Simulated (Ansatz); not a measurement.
## What a change does: single-point calculation on Ir

System: Ir (Fm-3m, 1 atom in the cell).
Method of the first run: DFT PBE, spin-orbit coupling, plane waves, PAW (Ansatz 0.2.0).

Text and figures count atoms from 1; the logs count them from 0 in places.

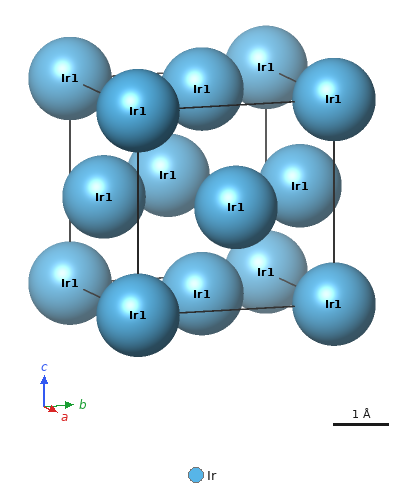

**Figure 1.** The input geometry (spheres-only view of the cell 4 times as large as that of the calculation, set on its symmetry axes, seen slightly off an axis; atoms are numbered from 1 in the order of the input). An atom can appear more than once, as a periodic image.

**Input, the first run**
```yaml
crystal:
  lattice:
    - [0.0, 1.9200010851, 1.9200010851]
    - [1.9200010851, 0.0, 1.9200010851]
    - [1.9200010851, 1.9200010851, 0.0]
  atoms:
    - { symbol: Ir, position: [0.0, 0.0, 0.0] }
basis:
  ecutwfc: 420
  ecutrho_ratio: 4
kpoints:
  mp_grid: { grid: [8, 8, 8] }
hamiltonian:
  xc: pbe
scf:
  occupations: { method: gaussian, width: 0.05 }
output:
  forces: true
  stress: true
  eigenvalues: true
  populations: true
  topological_invariants: true
magnetization:
  noncollinear: true
  spin_orbit: true
```

Command:
```bash
ansatz run input.yaml --threads 4 --pin off --max-ram 9216MiB --backend cpu --events-out ev --progress --plain --runs-dir out
```

Hardware: 4 threads of Intel Xeon @ 2.50GHz (Skylake/Cascade Lake), 12 GiB of memory available, shared host.

**Output, shortened to warnings, some set-up lines, iterations and results (the first run)**
```
Basis set: ecut = 420 eV, 283 PW (Γ), exchange–correlation on 40×40×40 points (8 copies of the dense FFT grid, shifted against one another)
Symmetry: 48 space group operations + 48 with time reversal
k-points: 29 of 512
Initial density: superposition of atomic densities (chi_scale 0.1, normalization cell)
[...]
SCF iter   1: F=—  HF=-11967.169734 eV  |F-HF|=—  |Δ(HF+E_count)|=         —  Δρ=5.20e-2  dr2=2.37e-1  dr2_m=0.00e0 (ungated)  ethr=3.10e-3  |M|=0.00e0 ∫|m|=0.00e0 μB  …
SCF iter   2: F=—  HF=-11967.107384 eV  |F-HF|=—  |Δ(HF+E_count)|=   6.23e-2  Δρ=2.96e-2  dr2=4.87e-2  dr2_m=0.00e0 (ungated)  ethr=1.39e-3  |M|=0.00e0 ∫|m|=0.00e0 μB  …
SCF iter   3: F=—  HF=-11967.094655 eV  |F-HF|=—  |Δ(HF+E_count)|=   1.27e-2  Δρ=1.04e-2  dr2=3.00e-3  dr2_m=0.00e0 (ungated)  ethr=2.87e-4  |M|=0.00e0 ∫|m|=0.00e0 μB  …
SCF iter   4: F=—  HF=-11967.094072 eV  |F-HF|=—  |Δ(HF+E_count)|=   5.83e-4  Δρ=4.23e-4  dr2=1.96e-5  dr2_m=0.00e0 (ungated)  ethr=1.77e-5  |M|=0.00e0 ∫|m|=0.00e0 μB  …
SCF iter   5: F=—  HF=-11967.094070 eV  |F-HF|=—  |Δ(HF+E_count)|=   1.45e-6  Δρ=5.70e-5  dr2=9.85e-8  dr2_m=0.00e0 (ungated)  ethr=5.88e-10  |M|=0.00e0 ∫|m|=0.00e0 μB  …
SCF iter   6: F=-11967.094071 eV  HF=-11967.094071 eV  |F-HF|=6.11e-10  |Δ(HF+E_count)|=   3.84e-8  Δρ=5.04e-6  dr2=9.57e-10  dr2_m=0.00e0 (ungated)  ethr=5.80e-10  …
SCF 1 converged in 6 iterations: F = -11967.094071 eV  dr2 = 9.57e-10
SCF converged after 6 iterations
Magnetization: |M| = 0.0000 μB,  M = (+0.0000, +0.0000, +0.0000) μB
Absolute magnetization: 0.0000 μB (∫|m|)
  site 0: m = (+0.0000, +0.0000, +0.0000) μB, |m| = 0.0000 μB  (R = 1.12 Å)
Free energy (F): -11967.094071 eV
Harris-Foulkes:  -11967.094071 eV  (|F-HF|=6.11e-10)
Internal energy: -11967.090783 eV  (E = F + TS)
E sigma→0 (E₀):  -11967.092427 eV
Entropy (-TS):   -0.003287 eV (-3.287 meV/atom)
Fermi energy:    25.874248 eV
--- Per-component energies (eV) ---
  E_band       = -86.922234
  E_kinetic    = 622.925948
  E_local      = -1061.480408  (includes V_loc(G=0)·N_el)
  E_nonlocal   = 64.460470
  E_hartree    = 408.277365
  E_xc         = -268.066434
  E_vxc        = -300.351549  (∫ρ·V_xc dr)
  E_paw        = -9248.848218  (= ΣΔE_a)
  E_vpaw       = -229.031542  (= ΣTr[D̂ρ^β])
  E_aug_tail   = 0.000060  (compensation charges beyond the density's cutoff)
  E_ewald      = -2484.359567
  E_smearing   = -0.003287  (= −TS)
  E_closure    = 0.000000  (closes the sum)
  Σ components = -11967.094071   (vs F -11967.094071, Δ=0.00e0)
--- Forces (eV/Å), atoms counted from 1 ---
  atom   1  Ir    -0.00000000     0.00000000    -0.00000000
  max |Σ_I F_I| component: 1.24e-29 eV/Å
--- Stress (GPa, compression-positive) ---
       10.959502      -0.000000      -0.000000
       -0.000000      10.959502      -0.000000
       -0.000000      -0.000000      10.959502
  P = ⅓ Tr σ = 10.9595 GPa (109.595 kbar)
--- Löwdin populations: 1 site ---
  site symbol       q [e]
     0     Ir     16.7864
  spilling = 0.012563 (of n_electrons = 17.000000)
--- Topological invariants of the lowest 17 bands, as many as the electrons (of this functional, at the state reached) ---
  no Z2 indices: the filled and the empty bands touch
  bands 17 and 18 are not found separated in these cells of the mesh, within one of each symmetry-equivalent set of those that the search began with, neighbours on one line: 60
    smallest gap kept 0 eV, known to 1.4e-4 eV, at k = (0.3750, 0.3750, 0.5000) in reciprocal vectors, cells: 60
  smallest direct gap kept (no minimum is searched for): 0 eV, known to 1.4e-4 eV, at k = (0.0000, 0.0000, 0.0000) in reciprocal vectors
  plane       ν
  k1 = 0      –   in a cell that reaches it, or an image of one, bands 17 and 18 touch: smallest gap kept 0 eV, known to 1.4e-4 eV, at k = (0.0000, 0.0000, 0.0000) in reciprocal vectors
  k1 = 1/2    –   in a cell that reaches it, or an image of one, bands 17 and 18 touch: smallest gap kept 0 eV, known to 1.4e-4 eV, at k = (0.0000, 0.0000, 0.5000) in reciprocal vectors
[...]
```

For the second run the input was changed thus:
```diff
-  mp_grid: { grid: [8, 8, 8] }
+  mp_grid: { grid: [12, 12, 12] }
-  topological_invariants: true
+  states_by_energy: { minimum_broadening: 0.05 }
```

How does the second run compare with the first run?

The free energy of the second run is 91.5 meV per atom lower, which measures how much it depends on this numerical setting. The pressure goes from 10.96 to 8.99 GPa. The number of SCF iterations is the same. The irreducible k-points go from 29 to 72.

**Output, shortened to warnings, some set-up lines, iterations and results (the second run)**
```
Basis set: ecut = 420 eV, 283 PW (Γ), exchange–correlation on 40×40×40 points (8 copies of the dense FFT grid, shifted against one another)
Symmetry: 48 space group operations + 48 with time reversal
k-points: 72 of 1728
Initial density: superposition of atomic densities (chi_scale 0.1, normalization cell)
[...]
SCF iter   1: F=—  HF=-11967.261944 eV  |F-HF|=—  |Δ(HF+E_count)|=         —  Δρ=4.82e-2  dr2=2.34e-1  dr2_m=0.00e0 (ungated)  ethr=3.10e-3  |M|=0.00e0 ∫|m|=0.00e0 μB  …
SCF iter   2: F=—  HF=-11967.198621 eV  |F-HF|=—  |Δ(HF+E_count)|=   6.33e-2  Δρ=2.61e-2  dr2=4.57e-2  dr2_m=0.00e0 (ungated)  ethr=1.37e-3  |M|=0.00e0 ∫|m|=0.00e0 μB  …
SCF iter   3: F=—  HF=-11967.186148 eV  |F-HF|=—  |Δ(HF+E_count)|=   1.25e-2  Δρ=9.18e-3  dr2=2.56e-3  dr2_m=0.00e0 (ungated)  ethr=2.69e-4  |M|=0.00e0 ∫|m|=0.00e0 μB  …
SCF iter   4: F=—  HF=-11967.185625 eV  |F-HF|=—  |Δ(HF+E_count)|=   5.23e-4  Δρ=4.22e-4  dr2=2.01e-5  dr2_m=0.00e0 (ungated)  ethr=1.51e-5  |M|=0.00e0 ∫|m|=0.00e0 μB  …
SCF iter   5: F=—  HF=-11967.185619 eV  |F-HF|=—  |Δ(HF+E_count)|=   6.46e-6  Δρ=7.66e-5  dr2=2.42e-7  dr2_m=0.00e0 (ungated)  ethr=1.18e-7  |M|=0.00e0 ∫|m|=0.00e0 μB  …
SCF iter   6: F=-11967.185619 eV  HF=-11967.185619 eV  |F-HF|=2.24e-10  |Δ(HF+E_count)|=   5.23e-8  Δρ=5.69e-6  dr2=1.37e-9  dr2_m=0.00e0 (ungated)  ethr=5.88e-10  |M|=0.00e0 …
SCF 1 converged in 6 iterations: F = -11967.185619 eV  dr2 = 1.37e-9
NSCF: frozen V_eff on 8 k-points
SCF converged after 6 iterations
Magnetization: |M| = 0.0000 μB,  M = (+0.0000, +0.0000, +0.0000) μB
Absolute magnetization: 0.0000 μB (∫|m|)
  site 0: m = (+0.0000, +0.0000, +0.0000) μB, |m| = 0.0000 μB  (R = 1.12 Å)
Free energy (F): -11967.185619 eV
Harris-Foulkes:  -11967.185619 eV  (|F-HF|=2.24e-10)
Internal energy: -11967.184422 eV  (E = F + TS)
E sigma→0 (E₀):  -11967.185021 eV
Entropy (-TS):   -0.001197 eV (-1.197 meV/atom)
Fermi energy:    26.015409 eV
--- Per-component energies (eV) ---
  E_band       = -87.164318
  E_kinetic    = 622.758588
  E_local      = -1061.217960  (includes V_loc(G=0)·N_el)
  E_nonlocal   = 64.372530
  E_hartree    = 408.116739
  E_xc         = -268.061510
  E_vxc        = -300.347584  (∫ρ·V_xc dr)
  E_paw        = -9248.793302  (= ΣΔE_a)
  E_vpaw       = -228.963651  (= ΣTr[D̂ρ^β])
  E_aug_tail   = 0.000060  (compensation charges beyond the density's cutoff)
  E_ewald      = -2484.359567
  E_smearing   = -0.001197  (= −TS)
  E_closure    = 0.000000  (closes the sum)
  Σ components = -11967.185619   (vs F -11967.185619, Δ=0.00e0)
--- Forces (eV/Å), atoms counted from 1 ---
  atom   1  Ir    -0.00000000    -0.00000000    -0.00000000
  max |Σ_I F_I| component: 6.05e-30 eV/Å
--- Stress (GPa, compression-positive) ---
        8.990184       0.000000       0.000000
       -0.000000       8.990184       0.000000
        0.000000      -0.000000       8.990184
  P = ⅓ Tr σ = 8.9902 GPa (89.902 kbar)
--- Löwdin populations: 1 site ---
  site symbol       q [e]
     0     Ir     16.7892
  spilling = 0.012400 (of n_electrons = 17.000000)
```

**The two runs side by side**

| quantity | the first run | the second run |
| --- | --- | --- |
| outcome | converged | converged |
| free energy per atom (eV) | −11967.0941 | −11967.1856 |
| energy per atom, smearing taken to zero (eV) | −11967.0924 | −11967.1850 |
| gap on the mesh (eV) | 0.00 | 0.00 |
| net moment of the cell (μB) | 0.00 | 0.00 |
| absolute moment of the cell (μB) | 0.00 | 0.00 |
| pressure (GPa) | 10.96 | 8.99 |
| largest force (eV/Å) | 0.000 | 0.000 |
| SCF iterations | 6 | 6 |
| irreducible k-points | 29 | 72 |
| plane waves at Γ | 283 | 283 |
| wall time (shared host) | 1.5 s | 11 min |

For the first run: The cell is under a pressure of 11.0 GPa at this level, so it is not at its equilibrium volume. For the second run: The cell is under a pressure of 9.0 GPa at this level, so it is not at its equilibrium volume.
